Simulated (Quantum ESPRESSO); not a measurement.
## Geometry relaxation of Ga (part 3 of 3)

Continued. System: Ga (P2₁/m, 2 atoms in the cell). Method: Kohn-Sham DFT of a periodic cell, PBEsol, GBRV 1.5 PBEsol, no spin polarisation (Quantum ESPRESSO 7.5); cutoff 761.92 eV, 6×4×4 k-mesh, fermi-dirac of 0.05 eV. The structure derives from a Materials Project entry.

Geometry of the input (Å; fractional positions):
```
2.7784  0.0000  0.0000
0.0000  3.2816  0.0000
-1.3434  0.0000  3.9903
Ga 0.1346  0.7500  0.7702
Ga 0.8654  0.2500  0.2298
```

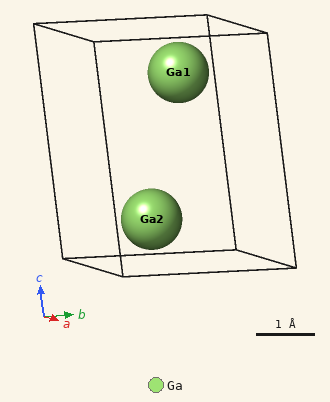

Figure 1. The geometry at step 5 of the log (ball-and-stick view of the cell of the calculation, seen slightly off an axis; atoms are numbered from 1 in the order of the input).

**What the program printed, continued**
```
   -82.8462 -82.8462 -82.8323 -82.8323 -82.8281 -82.8281  -3.6016  -3.6016
    -3.4496  -3.4496  -3.3757  -3.3757  -3.2887  -3.2887  -3.1857  -3.1857
     4.2238   4.2238   9.5005   9.5005  18.9290  18.9290  22.5443  22.5443
    25.7546  25.7546  29.4858

          k = 0.0000-0.4233-0.3481 (  1712 PWs)   bands (ev):

   -82.8467 -82.8467 -82.8320 -82.8320 -82.8280 -82.8280  -3.5604  -3.5604
    -3.5193  -3.5193  -3.3332  -3.3332  -3.2692  -3.2692  -3.2267  -3.2267
     5.4079   5.4079   7.1342   7.1342  22.1948  22.1948  23.5994  23.5994
    25.1887  25.1887  27.6552

          k = 0.1667 0.0000 0.0561 (  1735 PWs)   bands (ev):

   -82.8475 -82.8430 -82.8355 -82.8318 -82.8308 -82.8262  -3.6082  -3.5999
    -3.5245  -3.4604  -3.3506  -3.3414  -3.2893  -3.2607  -3.2415  -3.1034
     0.6656   8.7827  11.7351  13.9220  15.5999  17.5617  17.9655  22.0134
    23.1350  26.3924  27.5392

          k = 0.1667 0.0000 0.2302 (  1744 PWs)   bands (ev):

   -82.8465 -82.8440 -82.8339 -82.8330 -82.8304 -82.8271  -3.6046  -3.5198
    -3.5109  -3.4040  -3.3873  -3.3801  -3.3050  -3.2579  -3.2213  -3.1820
     1.6218   5.0740  14.3952  14.9804  16.2238  18.6328  19.2706  19.9558
    21.6611  26.0633  27.8379

          k = 0.1667 0.0000-0.2920 (  1747 PWs)   bands (ev):

   -82.8458 -82.8448 -82.8344 -82.8321 -82.8297 -82.8282  -3.6115  -3.4718
    -3.4605  -3.4075  -3.3984  -3.3952  -3.3238  -3.2879  -3.2126  -3.2018
     2.1952   4.0724  14.2673  15.6114  17.3523  17.6067  18.9366  21.0180
    22.4263  24.6723  26.3087

          k = 0.1667 0.0000-0.1180 (  1749 PWs)   bands (ev):

   -82.8472 -82.8434 -82.8356 -82.8315 -82.8303 -82.8270  -3.5857  -3.5798
    -3.5418  -3.4378  -3.3630  -3.3577  -3.2798  -3.2491  -3.2463  -3.1366
     0.8741   7.3328  13.4125  14.1652  15.3082  17.8901  18.4579  20.8016
    22.2970  27.8005  27.9075

          k = 0.1667 0.2117 0.0561 (  1739 PWs)   bands (ev):

   -82.8471 -82.8439 -82.8347 -82.8320 -82.8304 -82.8271  -3.6189  -3.5063
    -3.5041  -3.4486  -3.4182  -3.3803  -3.2589  -3.2520  -3.2239  -3.1550
     1.5625   8.3035  10.2060  13.2537  16.4055  17.0087  18.7729  20.0741
    23.3064  24.2041  26.2001

          k = 0.1667 0.2117 0.2302 (  1736 PWs)   bands (ev):

   -82.8467 -82.8449 -82.8333 -82.8327 -82.8301 -82.8276  -3.5690  -3.5401
    -3.4654  -3.4222  -3.3806  -3.3716  -3.2938  -3.2784  -3.2633  -3.1896
     2.5308   5.9325   9.9452  13.3318  15.2876  18.6035  21.0080  23.5878
    24.0955  24.9046  28.1293

          k = 0.1667 0.2117-0.2920 (  1735 PWs)   bands (ev):

   -82.8462 -82.8455 -82.8338 -82.8321 -82.8293 -82.8283  -3.5707  -3.5099
    -3.4632  -3.3999  -3.3953  -3.3689  -3.3162  -3.2962  -3.2493  -3.2062
     3.1093   4.9639  10.5061  12.3318  15.1665  20.6060  21.2609  23.7931
    24.3610  25.3666  27.1291

          k = 0.1667 0.2117-0.1180 (  1737 PWs)   bands (ev):

   -82.8470 -82.8442 -82.8347 -82.8317 -82.8300 -82.8276  -3.6030  -3.5238
    -3.4918  -3.4368  -3.4218  -3.3628  -3.2746  -3.2546  -3.2305  -3.1683
     1.7758   7.8301   9.5110  14.8926  15.6996  16.1486  19.2622  21.7216
    23.3666  24.1449  26.6613

          k = 0.1667-0.4233 0.0561 (  1746 PWs)   bands (ev):

   -82.8458 -82.8458 -82.8330 -82.8330 -82.8291 -82.8291  -3.5756  -3.5756
    -3.4371  -3.4371  -3.3678  -3.3678  -3.3163  -3.3163  -3.1796  -3.1796
     4.2407   4.2407  12.6597  12.6597  15.7605  15.7605  18.7547  18.7547
    22.2872  22.2872  32.3382

          k = 0.1667-0.4233 0.2302 (  1722 PWs)   bands (ev):

   -82.8463 -82.8463 -82.8327 -82.8327 -82.8289 -82.8289  -3.5447  -3.5447
    -3.4503  -3.4503  -3.3826  -3.3826  -3.2681  -3.2681  -3.2404  -3.2404
     5.1728   5.1728   8.9949   8.9949  17.7968  17.7968  21.1962  21.1962
    25.1691  25.1691  29.8932

          k = 0.1667-0.4233-0.2920 (  1710 PWs)   bands (ev):

   -82.8464 -82.8464 -82.8327 -82.8327 -82.8287 -82.8287  -3.5440  -3.5440
    -3.4542  -3.4542  -3.3700  -3.3700  -3.2775  -3.2775  -3.2427  -3.2427
     5.6746   5.6746   8.0692   8.0692  17.7176  17.7176  22.9922  22.9922
    26.0915  26.0915  28.5816

          k = 0.1667-0.4233-0.1180 (  1748 PWs)   bands (ev):

   -82.8459 -82.8459 -82.8330 -82.8330 -82.8289 -82.8289  -3.5756  -3.5756
    -3.4248  -3.4248  -3.3889  -3.3889  -3.3029  -3.3029  -3.1867  -3.1867
     4.4534   4.4534  11.2107  11.2107  17.5073  17.5073  18.6284  18.6284
    22.7440  22.7440  31.7644

          k = 0.3333 0.0000 0.1122 (  1741 PWs)   bands (ev):

   -82.8467 -82.8434 -82.8358 -82.8337 -82.8330 -82.8268  -3.5835  -3.5542
    -3.4641  -3.4476  -3.4466  -3.3004  -3.2998  -3.2609  -3.2295  -3.1247
     2.5330   8.8280  10.4238  13.4546  15.4117  15.7453  19.3264  21.7027
    23.3993  24.5294  25.4328

          k = 0.3333 0.0000 0.2863 (  1738 PWs)   bands (ev):

   -82.8458 -82.8443 -82.8358 -82.8338 -82.8321 -82.8277  -3.5553  -3.5449
    -3.4631  -3.4386  -3.3844  -3.3635  -3.3050  -3.3035  -3.1764  -3.1720
     3.8195   5.7275   9.4125  17.0965  17.1699  18.3368  18.9014  20.4495
    20.9546  23.0475  24.2739

          k = 0.3333 0.0000-0.2359 (  1730 PWs)   bands (ev):

   -82.8458 -82.8444 -82.8364 -82.8339 -82.8296 -82.8295  -3.5476  -3.5286
    -3.4626  -3.4587  -3.4047  -3.3525  -3.2902  -3.2842  -3.1894  -3.1887
     3.3553   6.4892   9.6867  15.5816  16.6559  17.9286  19.5860  20.8255
    21.7860  22.6708  24.5621

          k = 0.3333 0.0000-0.0618 (  1740 PWs)   bands (ev):

   -82.8467 -82.8434 -82.8365 -82.8338 -82.8316 -82.8274  -3.5862  -3.5474
    -3.4814  -3.4271  -3.4152  -3.3187  -3.3062  -3.2686  -3.2386  -3.1229
     2.3635   9.7900  11.0780  12.3970  14.2311  15.5900  19.0440  22.3447
    24.0116  25.3576  26.3070

          k = 0.3333 0.2117 0.1122 (  1736 PWs)   bands (ev):

   -82.8466 -82.8442 -82.8353 -82.8338 -82.8322 -82.8277  -3.6097  -3.5187
    -3.4858  -3.4561  -3.3931  -3.3311  -3.2903  -3.2564  -3.2138  -3.1403
     3.4200   9.3892  10.6472  11.6822  14.4024  16.3717  16.9360  19.7021
    21.2621  23.9331  25.6935

          k = 0.3333 0.2117 0.2863 (  1729 PWs)   bands (ev):

   -82.8461 -82.8450 -82.8353 -82.8338 -82.8313 -82.8283  -3.5718  -3.5149
    -3.4866  -3.4452  -3.3962  -3.3212  -3.3018  -3.2709  -3.2088  -3.1817
     4.7084   6.5926  10.2506  12.1128  13.8964  16.6821  18.8834  21.3612
    22.9513  24.7501  26.7589

          k = 0.3333 0.2117-0.2359 (  1733 PWs)   bands (ev):

   -82.8461 -82.8451 -82.8358 -82.8339 -82.8296 -82.8295  -3.5878  -3.5247
    -3.4610  -3.4324  -3.4017  -3.3347  -3.3074  -3.2836  -3.1919  -3.1720
     4.2486   7.3300  10.4419  11.7695  14.5788  16.0700  18.2021  21.2817
    22.6565  24.3068  26.3751

          k = 0.3333 0.2117-0.0618 (  1736 PWs)   bands (ev):

   -82.8466 -82.8442 -82.8359 -82.8338 -82.8312 -82.8281  -3.5968  -3.5415
    -3.4958  -3.4552  -3.4089  -3.3111  -3.2656  -3.2568  -3.2140  -3.1478
     3.2511   9.8555  11.0163  12.1375  13.5781  15.2719  17.8527  19.8195
    20.6540  22.6120  25.5364

          k = 0.3333-0.4233 0.1122 (  1742 PWs)   bands (ev):

   -82.8458 -82.8458 -82.8344 -82.8344 -82.8300 -82.8300  -3.5859  -3.5859
    -3.4876  -3.4876  -3.3160  -3.3160  -3.2695  -3.2695  -3.1797  -3.1797
     6.0576   6.0576  12.5912  12.5912  13.8351  13.8351  17.2998  17.2998
    20.1472  20.1472  29.8819

          k = 0.3333-0.4233 0.2863 (  1730 PWs)   bands (ev):

   -82.8461 -82.8461 -82.8344 -82.8344 -82.8297 -82.8297  -3.5708  -3.5708
    -3.4736  -3.4736  -3.3316  -3.3316  -3.2654  -3.2654  -3.2030  -3.2030
     7.2069   7.2069   9.6658   9.6658  13.0036  13.0036  20.9207  20.9207
    23.7354  23.7354  26.3203

          k = 0.3333-0.4233-0.2359 (  1736 PWs)   bands (ev):

   -82.8460 -82.8460 -82.8346 -82.8346 -82.8295 -82.8295  -3.5678  -3.5678
    -3.5084  -3.5084  -3.3031  -3.3031  -3.2671  -3.2671  -3.1958  -3.1958
     6.8334   6.8334  10.3311  10.3311  13.2304  13.2304  19.5218  19.5218
    23.3285  23.3285  26.9529

          k = 0.3333-0.4233-0.0618 (  1740 PWs)   bands (ev):

   -82.8457 -82.8457 -82.8346 -82.8346 -82.8298 -82.8298  -3.6098  -3.6098
    -3.4600  -3.4600  -3.3404  -3.3404  -3.2691  -3.2691  -3.1575  -3.1575
     5.8985   5.8985  13.5142  13.5142  14.2317  14.2317  16.3889  16.3889
    18.9558  18.9558  32.3803

          k =-0.5000 0.0000-0.1683 (  1740 PWs)   bands (ev):

   -82.8463 -82.8437 -82.8367 -82.8348 -82.8333 -82.8271  -3.5760  -3.5703
    -3.4996  -3.4766  -3.4394  -3.3050  -3.3020  -3.2373  -3.1427  -3.1270
     5.1873   6.1923  10.0313  11.7326  17.6128  18.0615  20.2264  20.6353
    22.0303  22.7573  24.2607

          k =-0.5000 0.0000 0.0057 (  1749 PWs)   bands (ev):

   -82.8461 -82.8439 -82.8371 -82.8350 -82.8320 -82.8277  -3.5860  -3.5616
    -3.5028  -3.4545  -3.3837  -3.3344  -3.3138  -3.2757  -3.1468  -3.1166
     5.0042   7.1035   8.2246  14.5285  15.1493  17.6946  20.2834  21.2388
    22.4148  22.5280  23.5830

          k =-0.5000 0.0000-0.5165 (  1754 PWs)   bands (ev):

   -82.8458 -82.8442 -82.8373 -82.8352 -82.8300 -82.8293  -3.5658  -3.5505
    -3.5030  -3.4686  -3.4186  -3.3251  -3.2957  -3.2439  -3.1738  -3.1305
     5.3541   6.1049   9.9018  11.4748  17.8633  18.4823  19.9087  20.7089
    22.1966  22.8667  24.2099

          k =-0.5000 0.2117-0.1683 (  1738 PWs)   bands (ev):

   -82.8463 -82.8445 -82.8362 -82.8348 -82.8324 -82.8279  -3.6352  -3.5472
    -3.4781  -3.4568  -3.4356  -3.3163  -3.2839  -3.2589  -3.1333  -3.1124
     6.0159   7.1185  10.8744  11.9021  13.7436  14.4426  18.7817  19.1019
    21.4459  21.9166  27.3555

          k =-0.5000 0.2117 0.0057 (  1736 PWs)   bands (ev):

   -82.8462 -82.8446 -82.8365 -82.8350 -82.8314 -82.8284  -3.5904  -3.5791
    -3.5178  -3.4684  -3.4236  -3.2861  -3.2637  -3.2514  -3.1632  -3.1132
     5.8631   7.9645   9.1222  12.5706  14.7426  15.4887  16.6830  17.6724
    22.8758  23.1754  27.6077

          k =-0.5000 0.2117-0.5165 (  1736 PWs)   bands (ev):

   -82.8460 -82.8449 -82.8368 -82.8352 -82.8299 -82.8295  -3.6299  -3.5537
    -3.4846  -3.4503  -3.4264  -3.3030  -3.2887  -3.2739  -3.1379  -3.1078
     6.1878   7.0294  10.7422  11.7722  13.7964  14.3621  18.6967  19.0751
    21.7263  22.0829  27.5585

          k =-0.5000-0.4233-0.1683 (  1736 PWs)   bands (ev):

   -82.8458 -82.8458 -82.8353 -82.8353 -82.8301 -82.8301  -3.5907  -3.5907
    -3.5462  -3.5462  -3.3056  -3.3056  -3.2475  -3.2475  -3.1284  -3.1284
     8.5351   8.5351   9.7503   9.7503  13.7289  13.7289  15.9222  15.9222
    22.8679  22.8679  25.5567

          k =-0.5000-0.4233 0.0057 (  1738 PWs)   bands (ev):

   -82.8458 -82.8458 -82.8355 -82.8355 -82.8300 -82.8300  -3.6283  -3.6283
    -3.4870  -3.4870  -3.3477  -3.3477  -3.2408  -3.2408  -3.1140  -3.1140
     8.4533   8.4533  10.2353  10.2353  12.4460  12.4460  18.1903  18.1903
    19.8020  19.8020  30.0445

          k =-0.5000-0.4233-0.5165 (  1736 PWs)   bands (ev):

   -82.8458 -82.8458 -82.8357 -82.8357 -82.8298 -82.8298  -3.5980  -3.5980
    -3.5543  -3.5543  -3.3025  -3.3025  -3.2446  -3.2446  -3.1177  -3.1177
     8.7019   8.7019   9.6790   9.6790  13.4171  13.4171  15.9146  15.9146
    23.1127  23.1127  25.9709

     the Fermi energy is    11.3462 ev

!    total energy              =    -829.99228772 Ry
     estimated scf accuracy    <          7.2E-13 Ry
     smearing contrib. (-TS)   =      -0.00020737 Ry
     internal energy E=F+TS    =    -829.99208035 Ry

     The total energy is F=E-TS. E is the sum of the following terms:
     one-electron contribution =    -669.74310274 Ry
     hartree contribution      =     350.66230557 Ry
     xc contribution           =     -95.96337140 Ry
     ewald contribution        =    -414.94791177 Ry

     convergence has been achieved in   7 iterations

     Forces acting on atoms (cartesian axes, Ry/au):

     atom    1 type  1   force =     0.00001522    0.00000000   -0.00022494
     atom    2 type  1   force =    -0.00001522    0.00000000    0.00022494

     Total force =     0.000319     Total SCF correction =     0.000005

     Computing stress (Cartesian axis) and pressure

          total   stress  (Ry/bohr**3)                   (kbar)     P=      -18.52
  -0.00002114   0.00000000  -0.00001196           -3.11        0.00       -1.76
   0.00000000  -0.00015455   0.00000000            0.00      -22.73        0.00
  -0.00001196   0.00000000  -0.00020199           -1.76        0.00      -29.71

     Energy error            =      3.8E-06 Ry
     Gradient error          =      2.2E-04 Ry/Bohr

     bfgs converged in  11 scf cycles and  10 bfgs steps
     (criteria: energy <  1.0E-05 Ry, force <  4.0E-04 Ry/Bohr)

     End of BFGS Geometry Optimization

     Final energy             =    -829.9922877210 Ry

     File ./tmp/pwscf.bfgs deleted, as requested
Begin final coordinates

ATOMIC_POSITIONS (bohr)
Ga              -1.2870262529        4.6510063959        5.8388939202
Ga               3.9987662083        1.5503354653        1.7016295455
End final coordinates

=------------------------------------------------------------------------------=
   JOB DONE.
=------------------------------------------------------------------------------=
```

**Trajectory as extended XYZ (Å, eV, eV/Å), 11 frames, from step=0 to step=10**
```
2
Lattice="2.7784 0.0000 0.0000 0.0000 3.2816 0.0000 -1.3434 0.0000 3.9903" Properties=species:S:1:pos:R:3:forces:R:3 step=0 energy=-11292.61746
Ga   -0.6607    2.4612    3.0732   -0.0330   0.0000   0.1344
Ga    2.0957    0.8204    0.9171    0.0330   0.0000  -0.1344
2
Lattice="2.7784 0.0000 0.0000 0.0000 3.2816 0.0000 -1.3434 0.0000 3.9903" Properties=species:S:1:pos:R:3:forces:R:3 step=1 energy=-11292.61819
Ga   -0.6614    2.4612    3.0759   -0.0316   0.0000   0.1142
Ga    2.0964    0.8204    0.9143    0.0316   0.0000  -0.1142
2
Lattice="2.7784 0.0000 0.0000 0.0000 3.2816 0.0000 -1.3434 0.0000 3.9903" Properties=species:S:1:pos:R:3:forces:R:3 step=2 energy=-11292.61885
Ga   -0.6622    2.4612    3.0790   -0.0313   0.0000   0.0882
Ga    2.0972    0.8204    0.9113    0.0313   0.0000  -0.0882
2
Lattice="2.7784 0.0000 0.0000 0.0000 3.2816 0.0000 -1.3434 0.0000 3.9903" Properties=species:S:1:pos:R:3:forces:R:3 step=3 energy=-11292.61955
Ga   -0.6637    2.4612    3.0834   -0.0291   0.0000   0.0508
Ga    2.0987    0.8204    0.9069    0.0291   0.0000  -0.0508
2
Lattice="2.7784 0.0000 0.0000 0.0000 3.2816 0.0000 -1.3434 0.0000 3.9903" Properties=species:S:1:pos:R:3:forces:R:3 step=4 energy=-11292.62000
Ga   -0.6664    2.4612    3.0899   -0.0247   0.0000  -0.0045
Ga    2.1014    0.8204    0.9003    0.0247   0.0000   0.0045
2
Lattice="2.7784 0.0000 0.0000 0.0000 3.2816 0.0000 -1.3434 0.0000 3.9903" Properties=species:S:1:pos:R:3:forces:R:3 step=5 energy=-11292.62003
Ga   -0.6672    2.4612    3.0905   -0.0233   0.0000  -0.0099
Ga    2.1022    0.8204    0.8997    0.0233   0.0000   0.0099
2
Lattice="2.7784 0.0000 0.0000 0.0000 3.2816 0.0000 -1.3434 0.0000 3.9903" Properties=species:S:1:pos:R:3:forces:R:3 step=6 energy=-11292.62007
Ga   -0.6683    2.4612    3.0909   -0.0213   0.0000  -0.0129
Ga    2.1033    0.8204    0.8994    0.0213   0.0000   0.0129
2
Lattice="2.7784 0.0000 0.0000 0.0000 3.2816 0.0000 -1.3434 0.0000 3.9903" Properties=species:S:1:pos:R:3:forces:R:3 step=7 energy=-11292.62013
Ga   -0.6700    2.4612    3.0911   -0.0185   0.0000  -0.0148
Ga    2.1050    0.8204    0.8992    0.0185   0.0000   0.0148
2
Lattice="2.7784 0.0000 0.0000 0.0000 3.2816 0.0000 -1.3434 0.0000 3.9903" Properties=species:S:1:pos:R:3:forces:R:3 step=8 energy=-11292.62022
Ga   -0.6725    2.4612    3.0911   -0.0142   0.0000  -0.0151
Ga    2.1075    0.8204    0.8992    0.0142   0.0000   0.0151
2
Lattice="2.7784 0.0000 0.0000 0.0000 3.2816 0.0000 -1.3434 0.0000 3.9903" Properties=species:S:1:pos:R:3:forces:R:3 step=9 energy=-11292.62031
Ga   -0.6763    2.4612    3.0907   -0.0077   0.0000  -0.0127
Ga    2.1113    0.8204    0.8995    0.0077   0.0000   0.0127
2
Lattice="2.7784 0.0000 0.0000 0.0000 3.2816 0.0000 -1.3434 0.0000 3.9903" Properties=species:S:1:pos:R:3:forces:R:3 step=10 energy=-11292.62036
Ga   -0.6811    2.4612    3.0898    0.0004   0.0000  -0.0058
Ga    2.1161    0.8204    0.9005   -0.0004   0.0000   0.0058
```

**Results in brief**

- outcome: converged
- space group (tolerance 0.01 Å): P2₁/m (11)
- electrons treated: 38
- free energy: −11292.6204 eV
- Fermi energy: 11.346 eV
- gap on the k-point mesh: none (metallic)
- pressure: −1.85 GPa
- final volume: 36.38 Å³
- largest force (length of the vector) at the end: 0.006 eV/Å
- final cell: a = 2.778 Å, b = 3.282 Å, c = 4.210 Å, α = 90.00°, β = 108.61°, γ = 90.00°
- hardware: 2 threads of Arm Neoverse V1, 24 GiB of memory available, shared host
- wall time: 2.3 min (CPU time 4.6 min)
- peak memory: 0.26 GiB

**Notes**

Points of doubt noted for this run: coarse mesh.
